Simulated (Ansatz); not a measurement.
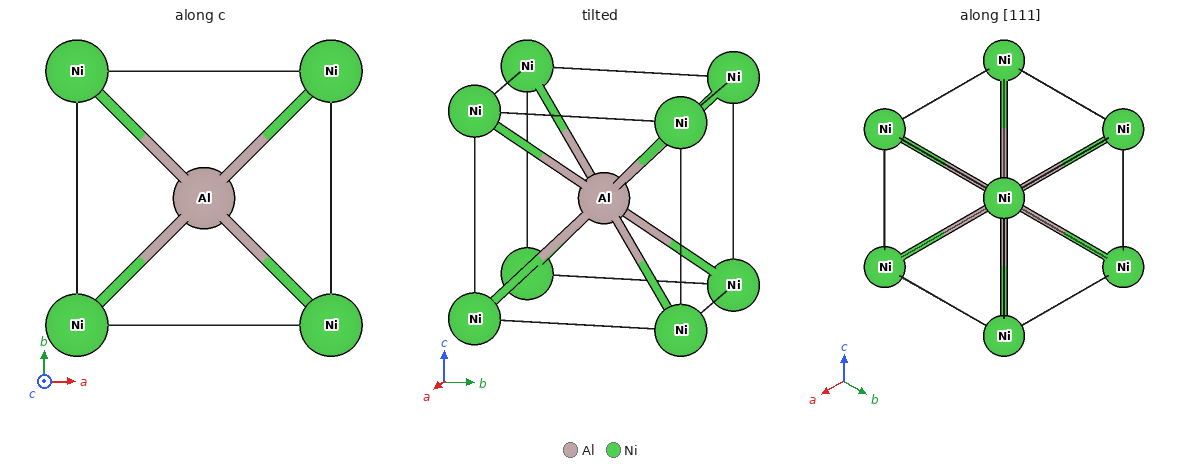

The figure gives a ball-and-stick picture of the atoms, viewed along the c axis, slightly off an axis and along [111]. The wireframe shows the conventional unit cell. Cell: a = 2.862 Å, b = 2.862 Å, c = 2.862 Å, α = 90.00°, β = 90.00°, γ = 90.00°.

- Its composition is AlNi.
- Space group: Pm-3m (No. 221). Lattice: primitive cubic.
- The structure is of the kind named caesium chloride (CsCl, B2) type.
- It has 2 atoms to the cell (1 Al, 1 Ni).
- Al bonds to eight Ni in a cubic arrangement at about 2.5 Å. Ni is linked to eight Al in a cubic arrangement at about 2.5 Å.
- The bonds build a three-dimensional framework.

Source of the structure: a structure listed in the Materials Project, with elements exchanged, so it need not be a known form of the compound. It is drawn as it came out of a relaxation with Ansatz, DFT PBEsol, scalar-relativistic, plane waves, PAW.
